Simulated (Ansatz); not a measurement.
PbS

The calculation's input:

```
crystal:
  lattice:
    - [0.0, 2.9573603494, 2.994288389]
    - [2.9573603494, 0.0, 2.994288389]
    - [2.9573603494, 2.9573603494, 0.0]
  atoms:
    - { symbol: Pb, position: [0.0, 0.0, 0.0] }
    - { symbol: S, position: [0.5, 0.5, 0.5] }
kpoints:
  mp_grid: { grid: [8, 8, 8] }
  band_path:
    path:
      - [0.0, 0.0, 0.0]
      - [0.5, 0.0, 0.5]
      - [0.625, 0.25, 0.625]
      - [0.375, 0.375, 0.75]
      - [0.5, 0.5, 0.5]
      - [0.5, 0.25, 0.75]
      - [0.0, 0.0, 0.5]
    npoints: 1
hamiltonian:
  xc: pbe
scf:
  occupations: { method: fermi_dirac, width: 0.02 }
  n_extra_bands: 4
output:
  forces: true
  stress: true
  eigenvalues: true
  write_density: true
  write_potential: true
  elf: true
  volumetric_format: npy
```

Run with:

```sh
ansatz run input.yaml --threads 2 --pin off --max-ram 29491MiB --backend cpu --events-out ev --progress --plain --runs-dir out
```

Below, planes, directions and counts refer to the conventional cell (a = 4.18 Å, b = 4.18 Å, c = 5.99 Å, α = 90.00°, β = 90.00°, γ = 90.00°).

Space group I4/mmm; started from the rocksalt prototype, which need not be the ambient phase; changed on purpose from its base cell (epitaxial xy strain -1.0%); computed pressure about 2 GPa in this cell.

Theory: DFT, PBE, plane waves, PAW in Ansatz 0.2.0.

Question: What will maps of the valence pseudo-density and electron localisation function show?

Answer: Pb–S (2.96 Å): ρ is about 0.23 e/Å³ halfway; the ELF peaks at about 0.85 in the valence shell of S, 0.8 Å from its nucleus, and drops to about 0.20 between the two atoms.

Question: Metal or insulator at this level of theory?

Answer: It is gapped, with a Kohn–Sham gap of 0.37 eV on the k-point mesh (the band edges may lie off the mesh, which would make the gap smaller).

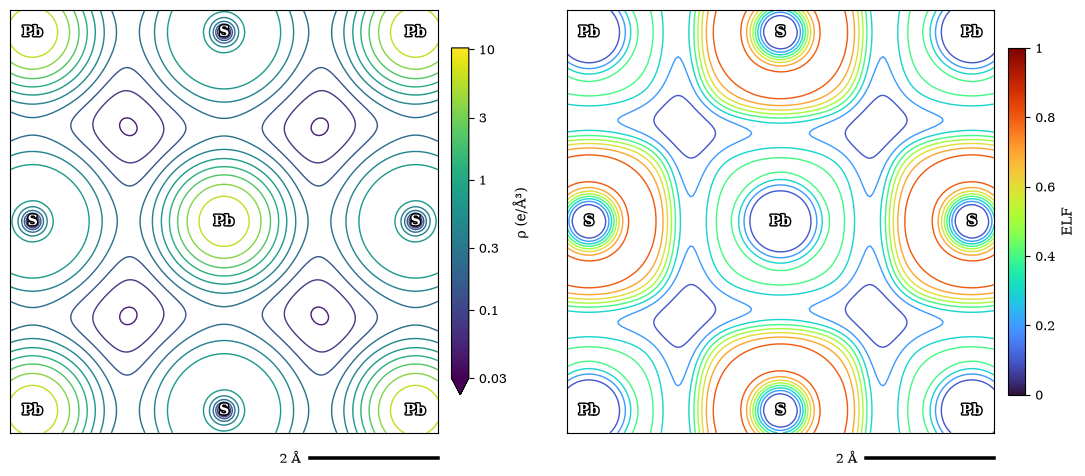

Computed valence pseudo-density and electron localisation function on the (11̄0) plane of the conventional cell, in this order. 
